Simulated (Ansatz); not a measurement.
# MoSe2 (P6_3/mmc): relaxation of cell and ions, by script

What cell does MoSe2 (P6_3/mmc) relax to? Wanted for MoSe2 (P6_3/mmc): a relaxation of cell and ions.

The COD entry's cell or inner coordinates are ideal or old and differ from later refinements, so a difference from it is no clean test against experiment.

Computed with Ansatz 0.2.0 through its Python package. Level of theory: DFT PBEsol, plane waves, PAW.

## Step 1: The system

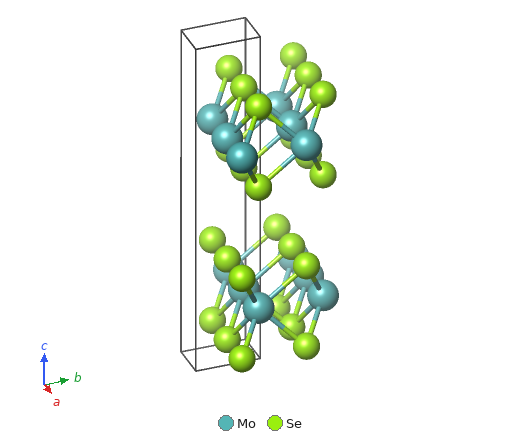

The structure that the script starts from, seen slightly off an axis (molybdenum teal, selenium green). 3×2×1 cells are drawn. Atoms on cell faces are repeated.

Input file mose2.vasp:

```text
MoSe2
1.0
   3.28800000    0.00000000    0.00000000
  -1.64400000    2.84749153    0.00000000
   0.00000000    0.00000000   12.90000000
Mo Se
2 4
Direct
   0.33333333    0.66666667    0.25000000
   0.66666667    0.33333333    0.75000000
   0.33333333    0.66666667    0.62500000
   0.66666667    0.33333333    0.12500000
   0.33333333    0.66666667    0.87500000
   0.66666667    0.33333333    0.37500000
```

## Step 2: The script

Contents of vcrelax_mose2.py:

```python
from pathlib import Path

import ansatz as az
from ase import Atoms
from ase.data import atomic_numbers
from ase.io import read
from ase.io import write
from ase.neighborlist import neighbor_list
import matplotlib.pyplot as plt
import numpy as np
import spglib

def edges_and_angles(cell):
    cell = np.asarray(cell)
    a, b, c = np.linalg.norm(cell, axis=1)
    cosines = cell[1] @ cell[2] / (b * c), cell[0] @ cell[2] / (a * c), cell[0] @ cell[1] / (a * b)
    return (a, b, c, *np.degrees(np.arccos(cosines)))

atoms = read("mose2.vasp", format="vasp")
xtal = az.Crystal.from_ase(atoms)

job = (
    xtal.calculation()
    .functional(az.Functional.PBESOL)
    .pseudopotentials("paw")
    .scf(tolerance=1e-07)
    .kpoints(density=4.1)
    .occupations("Gaussian", width=0.1)
    .relax(fix_cell=["c", "angles"], stress_tolerance=0.1)
    .potential_components()
    .density_of_states(method="smearing", broadening_width=0.2, nscf_kmesh_spacing=0.2)
    .band_table()
)
steps = []


def collect(event):
    if event["event"] == "relax_step":
        steps.append(event["data"])


done = job.session().plan().execute(on_event=collect)
rep = done.report
for s in steps:
    flag = "" if s["accepted"] else "  (rejected)"
    print("step %2d  E = %.5f eV  largest force component = %.4f eV/A%s" % (s["step"], s["lagrangian_ev"], s["allowed_force_max_ev_ang"], flag))

first, last = steps[0], steps[-1]
symbols = [site.symbol for site in done.lattice.sites]
print(f"energy gained {first['lagrangian_ev'] - last['lagrangian_ev']:.4f} eV in {len(steps) - 1} steps")
for label, vectors in (("before", first["cell_ang"]), ("after", done.lattice.cell_ang)):
    print(label, "a b c (A) {:.4f} {:.4f} {:.4f}  angles {:.2f} {:.2f} {:.2f}".format(*edges_and_angles(vectors)), f" V = {abs(np.linalg.det(vectors)):.3f} A^3")
print("final stress xx yy zz (GPa, compression positive):", np.round(np.diag(rep["stress_gpa"]), 3) + 0.0)

relaxed = Atoms(symbols, positions=[site.position_ang for site in done.lattice.sites], cell=done.lattice.cell_ang, pbc=True)
write("relaxed.extxyz", relaxed, format="extxyz")

fractions = [site.position_frac for site in done.lattice.sites]
numbers = [atomic_numbers[s] for s in symbols]
for tolerance in (1e-3, 1e-2, 1e-1):
    print(f"space group at {tolerance} A:", spglib.get_spacegroup((done.lattice.cell_ang, fractions, numbers), symprec=tolerance))

final = Atoms(symbols, positions=last["positions_ang"], cell=done.lattice.cell_ang, pbc=True)
i, j, d = neighbor_list("ijd", final, 4.5)
print("neighbours within 1.15 times the shortest distance of each atom (A)")
for atom in range(len(final)):
    near = [m for m in np.argsort(d) if i[m] == atom]
    shell = [m for m in near if d[m] < 1.15 * d[near[0]]]
    print(f"{symbols[atom]}{atom} ({len(shell)}):", ", ".join(f"{symbols[j[m]]} {d[m]:.3f}" for m in shell))

for key in ("converged", "n_iterations", "n_electrons", "n_kpoints", "n_pw", "n_symmetry_ops", "free_energy_ev", "fermi_energy_ev"):
    print(f"{key:18s} {rep[key]}")

folder = Path(done.write_results("parts"))
text = (folder / "v_comp_z.tsv").read_text().splitlines()
rows = np.array([line.split() for line in text if not line.startswith("#")], dtype=float)
print(text[0])
print(np.array2string(rows[:: max(len(rows) // 12, 1)], precision=3, suppress_small=True))

dos = done.density_of_states()
energy = np.asarray(dos.energies_ev) - dos.fermi_ev
top = min(levels[-1] for levels in rep["eigenvalues_ev"]) - dos.fermi_ev  # the computed bands end here
fig, ax = plt.subplots(figsize=(5, 3.2))
for spin, channel in enumerate(dos.channels):
    ax.plot(energy, (-1) ** spin * np.asarray(channel.g_bin_mean_per_ev), lw=1)
ax.axvline(0, color="k", ls=":")
ax.set(xlim=(-8, min(4, top)), xlabel="E - E_F (eV)", ylabel="states/eV", title="MoSe2")
fig.tight_layout()
fig.savefig("dos.png", dpi=100)
print("states below E_F:", round(float(np.interp(0.0, energy, dos.spin_summed_integrated)), 3))
```

## Step 3: Launch

Command:

```sh
$ python vcrelax_mose2.py
```

Output:

```text
DeckWarning: basis.ecutwfc = 420 eV, auto-derived from the records' recommended cutoffs: set by Mo (normal level)
DeckWarning: crystal.symmetry: narrowed to the stabiliser of the fixed cell quantities (relax.cell.fix) — unitary ops 24 → 8. The narrowing is safe, since a smaller group never makes results wrong: the run goes on under it, on as many k-points as the starting [...]
DeckWarning: relax.cell: scf.convergence.dr2_threshold = 1e-7 eV (the SCF's general default) is looser than the 2.4e-9 eV advised for a relaxation that steers and ends on the stress (1e-10 eV for each atom of the cell: 6, times the square of [...]
step  1  E = -31496.00289 eV  largest force component = 0.7948 eV/A
step  2  E = -31495.82821 eV  largest force component = 1.0010 eV/A  (rejected)
step  3  E = -31496.07397 eV  largest force component = 0.0988 eV/A
step  4  E = -31496.07598 eV  largest force component = 0.0048 eV/A
step  5  E = -31496.07581 eV  largest force component = 0.0047 eV/A
energy gained 0.0729 eV in 4 steps
before a b c (A) 3.2880 3.2880 12.9000  angles 90.00 90.00 120.00  V = 120.777 A^3
after a b c (A) 3.2707 3.2707 12.9000  angles 90.00 90.00 120.00  V = 119.509 A^3
final stress xx yy zz (GPa, compression positive): [0.037 0.037 0.563]
space group at 0.001 A: P6_3/mmc (194)
space group at 0.01 A: P6_3/mmc (194)
space group at 0.1 A: P6_3/mmc (194)
neighbours within 1.15 times the shortest distance of each atom (A)
Mo0 (6): Se 2.516, Se 2.516, Se 2.516, Se 2.516, Se 2.516, Se 2.516
Mo1 (6): Se 2.516, Se 2.516, Se 2.516, Se 2.516, Se 2.516, Se 2.516
Se2 (3): Mo 2.516, Mo 2.516, Mo 2.516
Se3 (3): Mo 2.516, Mo 2.516, Mo 2.516
Se4 (3): Mo 2.516, Mo 2.516, Mo 2.516
Se5 (3): Mo 2.516, Mo 2.516, Mo 2.516
converged          True
n_iterations       2
n_electrons        92.0
n_kpoints          62
n_pw               2371
n_symmetry_ops     8
free_energy_ev     -31496.07581411609
fermi_energy_ev    12.914082434689405
# z_ang	v_loc[eV]	v_h[eV]	v_xc[eV]
[[  0.    107.506 -90.898  -6.143]
 [  1.003  39.117 -29.804 -10.334]
 [  2.007 -29.292  36.204 -12.259]
 [  3.01  -56.933  53.344 -13.66 ]
 [  4.013 -33.542  39.539 -12.108]
 [  5.017 -10.129  17.689 -12.331]
 [  6.02   94.629 -79.033  -7.182]
 [  7.023  84.526 -69.984  -7.872]
 [  8.027 -20.889  28.251 -12.618]
 [  9.03  -38.52   42.713 -12.424]
 [ 10.033 -51.679  50.314 -13.312]
 [ 11.037 -28.889  35.952 -12.509]
 [ 12.04   55.915 -45.095  -9.52 ]]
states below E_F: 92.0
```

(Warnings from the package without file and line, shortened.)

Wall time 1.9 min (1 thread of Arm Neoverse V2, shared host); peak memory 0.73 GiB.

It wrote relaxed.extxyz:

```xyz
6
Lattice="3.270691231811419 2.7674360786604705e-20 0.0 -1.6353456159057096 2.8325016946837067 0.0 0.0 0.0 12.9" Properties=species:S:1:pos:R:3 pbc="T T T"
Mo      -0.00000006       1.88833450       3.22500000
Mo       1.63534568       0.94416720       9.67500000
Se       0.00000006       1.88833443       8.01222928
Se       1.63534555       0.94416727       1.56222928
Se       0.00000006       1.88833443      11.33777072
Se       1.63534555       0.94416727       4.88777072
```

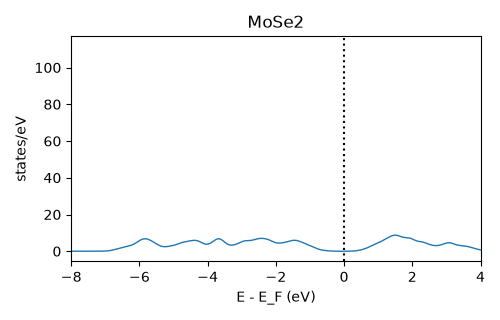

The script's own figure, dos.png.

Lines on the test bed's own set-up are left out of the output.

## Step 4: Size and end state of the run

The report of the run holds:

```
                                                                  item         value
                                                     SCF cycles in all            31
                                                       k-points solved            62
                                                           plane waves          2371
                                                                 bands            56
                                                     valence electrons            92
                                                      free energy (eV)  -31496.07581
                                                      Fermi level (eV)        12.914
lowest empty less highest filled level on the mesh, by band count (eV)         0.819
                              pressure (GPa; positive when compressed)          0.21
```

## Step 5: How the relaxation went

The steps of the relaxation:

```csv
step,energy from step 1 (eV/cell),largest force component (eV/Å),pressure (GPa),volume (Å³)
1,0.0000,0.7948,3.19,120.78
2,0.1747,1.0010,-0.29,113.39
3,-0.0711,0.0988,-0.62,120.08
4,-0.0731,0.0048,0.21,119.51
5,-0.0729,0.0047,0.21,119.51
```

Step 1 is the start. Step 5 repeats the geometry before it on a plane-wave basis chosen anew for that cell, so its energy need not be comparable with the rows above. Step 2 was tried and not accepted.

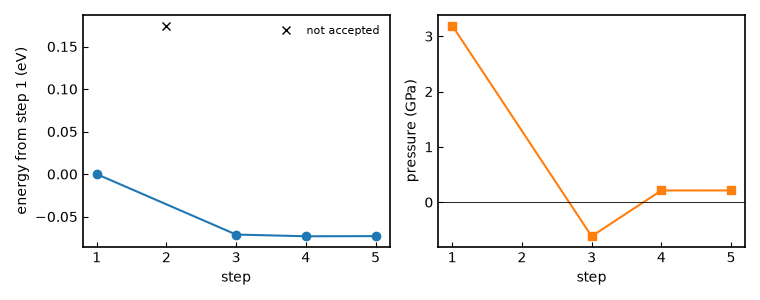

Energy and pressure along the relaxation.

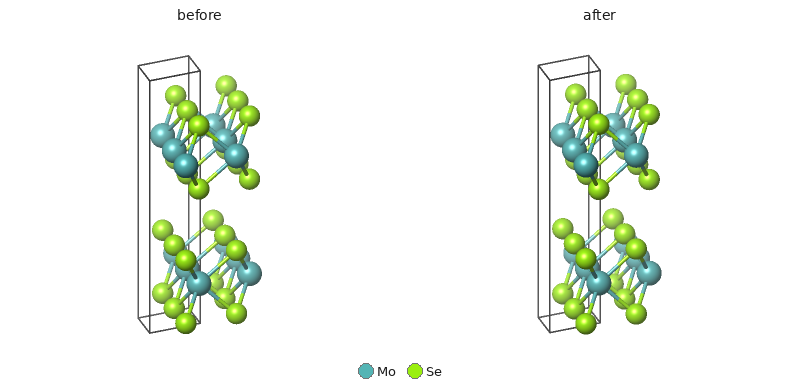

Before and after, at one scale. The change is too small to see at this scale.

|  | before | after | change |
| --- | --- | --- | --- |
| a (Å) | 3.288 | 3.271 | -0.5 % |
| b (Å) | 3.288 | 3.271 | -0.5 % |
| c (Å) | 12.900 | 12.900 | 0.0 % |
| volume (Å³/atom) | 20.13 | 19.92 | -1.1 % |
| shortest distance (Å) | 2.491 | 2.516 | +1.0 % |
| space group (0.01 Å) | P6_3/mmc | P6_3/mmc | same |

## Step 6: Outcome

```
                                         quantity                                                                        value
                                      free energy                                          -31496.0758 eV (-5249.3460 eV/atom)
                          moves of the relaxation                                                                            2
energy gained (ahead of the last change of basis)                                                                12.2 meV/atom
                     last largest force component                                                                  0.0047 eV/Å
                        relaxed conventional cell  a = 3.271 Å, b = 3.271 Å, c = 12.900 Å, α = 90.00°, β = 90.00°, γ = 120.00°
                           space group at the end                                                                     P6_3/mmc
```

What this shows: The volume shrank by 1.1 % over 2 moves, and the space group stayed P6_3/mmc. Caveats:
- Part of the cell is held or a pressure is applied, so the end point needn't be the zero-pressure lattice.
- The count of states below the Fermi level is interpolated on the energy grid.
- An absolute Fermi energy rests on an arbitrary zero of the periodic potential and has no direct meaning.
- Energies along a relaxation are free energies. Rows at an unchanged volume are solved on a plane-wave basis chosen afresh for that cell, so the energy jumps there and such rows are no steps of the walk.
- Of the deposited cell: the entry's cell lengths or inner coordinates differ somewhat from later room-temperature determinations.
- The structure is layered, and without a dispersion term the spacing of the layers is poorly determined.
- An opening on this mesh may only mean that it misses a point where bands touch.
- The crystal has a gap of about 0.82 eV on the mesh; any density of states at or just above the Fermi level is the tail of the broadening.
- The computed bands are complete only to about 4.8 eV above the Fermi level; beyond that the density of states is undercounted.
